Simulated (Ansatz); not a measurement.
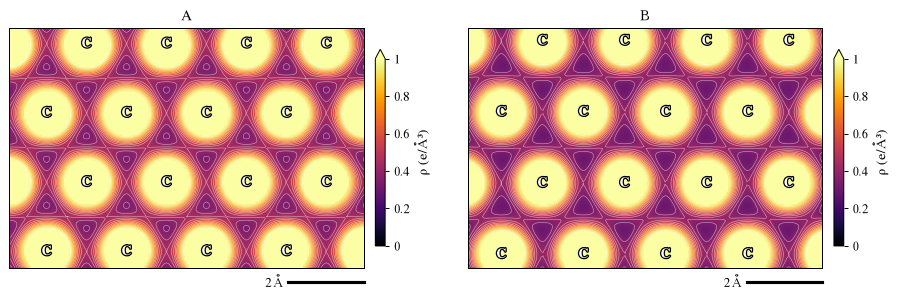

C. The valence electron density of two cells that differ in size, on the (001) plane of each (indices in the axes of the calculation cell), at one length scale and on one colour scale: B has 7.3 Å³ an atom and A 6.7.

Computed with DFT, PBEsol, plane waves (420 eV) with PAW, scalar-relativistic in Ansatz 0.2.0.

The larger cell:

```
CELL_PARAMETERS angstrom
0.00000 1.53802 1.53802
1.53802 0.00000 1.53802
1.53802 1.53802 0.00000
ATOMIC_POSITIONS crystal
C 0.00000 0.00000 0.00000
```

The smaller cell: a = 2.118 Å, b = 2.118 Å, c = 2.118 Å, α = 60.00°, β = 60.00°, γ = 60.00°.

### What does the compression do to the bonding and the properties?

From the larger cell to the smaller, C–C goes from 2.18 to 2.12 Å, and the density at its midpoint from 0.4 to 0.45 e/Å³; the pressure goes from −6 to 7 GPa.
